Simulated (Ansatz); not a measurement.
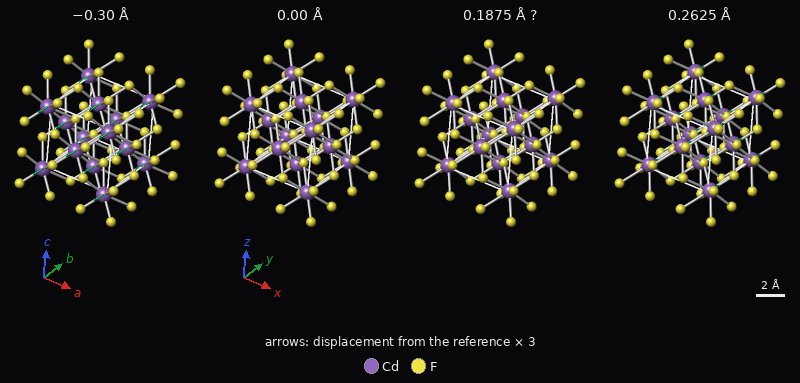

A scan of crystalline CdF2 (Fm-3m): the whole Cd sublattice is shifted rigidly, along Cartesian [1 1 1], all else fixed. A ball-and-stick model of the conventional cell (4 times the calculation's cell), seen from a free direction. Green arrows: displacements from the reference. Lengths and directions refer to the drawn axes.

The calculation used Ansatz, DFT LDA, scalar-relativistic, plane waves, PAW. (plane-wave cutoff 420 eV; k-point mesh 8 × 8 × 8; occupations gaussian; smearing width 0.05 eV; no spin polarisation). Energies (free energies at the smearing named) are counted from the cell as listed in its source, which wasn't relaxed.

| displacement (Å) | energy change (meV/cell) |
| --- | --- |
| −0.3000 | 245.8 |
| −0.1500 | 51.2 |
| 0.0000 | 0.0 |
| 0.0375 | 3.0 |
| 0.0750 | 12.2 |
| 0.1125 | 28.0 |
| 0.1875 | ? |
| 0.2250 | 124.5 |
| 0.2625 | 178.0 |

Question: Estimate the missing energy from the other rows, and compare with the calculation.

Answer: A straight line between the two neighbours gives 92.3 meV/cell. A cubic through the four nearest rows (0.0750, 0.1125, 0.2250, 0.2625) gives, with Lagrange weights, (−0.2000)(12.2) + (0.5000)(28.0) + (1.0000)(124.5) + (−0.3000)(178.0) = 82.7 meV/cell. The calculation gives 82.9 meV/cell, so the cubic is 0.2 meV/cell too low and the straight line 9.4 meV/cell too high, as the curve bends upwards here.

The whole profile:

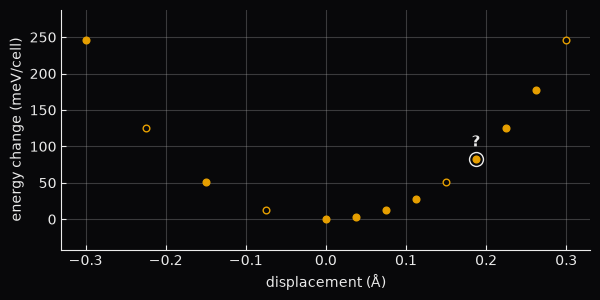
